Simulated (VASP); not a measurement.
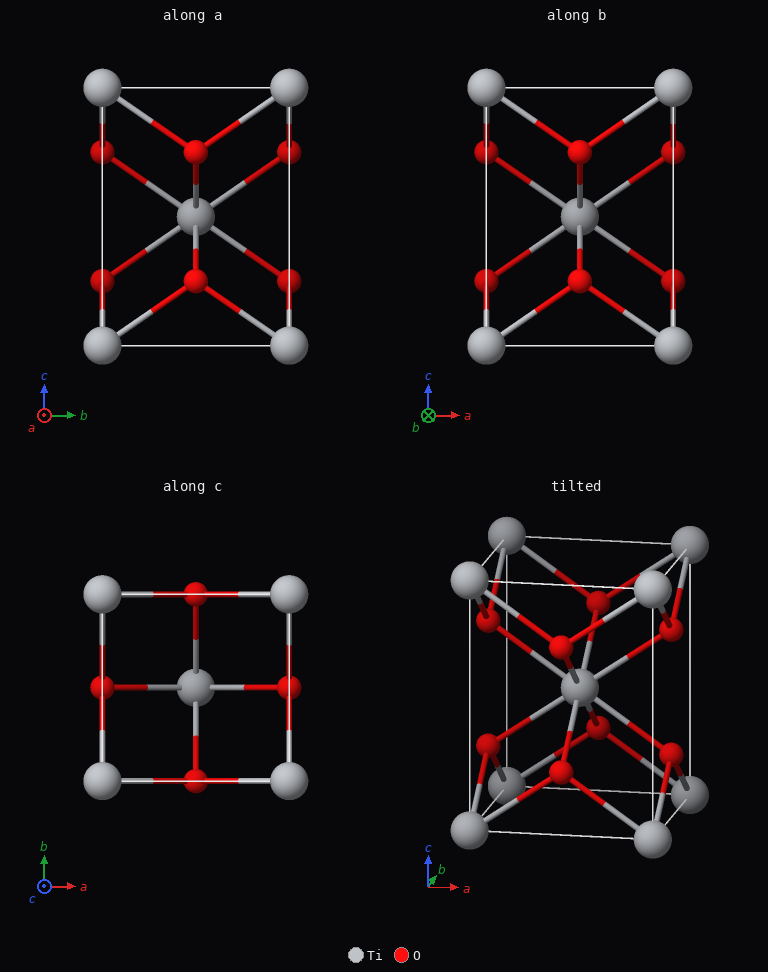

Figure: ball-and-stick view along the a axis, along the b axis, along the c axis and slightly off an axis. Atoms at the boundary of the conventional unit cell (the box) are drawn once for each face, edge or corner they touch.

Lattice parameters: a = 3.4574 Å, b = 3.4574 Å, c = 4.7721 Å, α = 90.000°, β = 90.000°, γ = 90.000°.

Transcribe the picture into a CIF with its space group and independent sites.

Answer.
```cif
data_structure
_symmetry_space_group_name_H-M 'I 4/m m m'
_symmetry_Int_Tables_number 139
_cell_length_a 3.4574
_cell_length_b 3.4574
_cell_length_c 4.7721
_cell_angle_alpha 90.000
_cell_angle_beta 90.000
_cell_angle_gamma 90.000
_cell_volume 57.04
loop_
_atom_site_label
_atom_site_type_symbol
_atom_site_symmetry_multiplicity
_atom_site_Wyckoff_symbol
_atom_site_fract_x
_atom_site_fract_y
_atom_site_fract_z
_atom_site_occupancy
Ti1 Ti 2 a 0.0000 0.0000 0.0000 1
O1 O 4 d 0.5000 0.0000 0.7500 1
```

The initial geometry was a structure type filled with these elements by a generator (whether the compound takes this form wasn't checked). The cell was then strained or its atoms displaced on purpose. A calculation with VASP used it as input.
